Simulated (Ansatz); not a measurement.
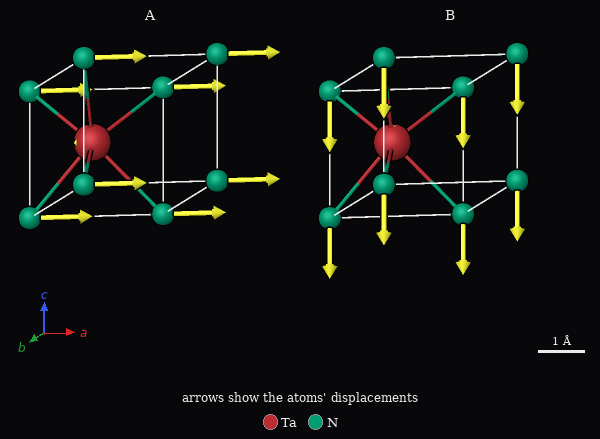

Modes of crystalline TaN relaxed at −1 GPa, space group P-6m2 (No. 187), at the zone centre (one member of each degenerate set). Displacements are drawn as yellow arrows; their common scale and sign are arbitrary. Style: ball-and-stick. Shown: the cell of the calculation, from a free direction.

Level of theory: Ansatz 0.2.0, DFT PBE, scalar-relativistic, plane waves, PAW.

The frequencies depend somewhat on the k-mesh and the smearing.

Question: Which are infrared-active and which Raman-active?

Answer: A is E′, infrared- and Raman-active by symmetry (508 cm⁻¹). B is A₂″, infrared-active by symmetry (527 cm⁻¹). In a metal the free carriers screen the infrared response.
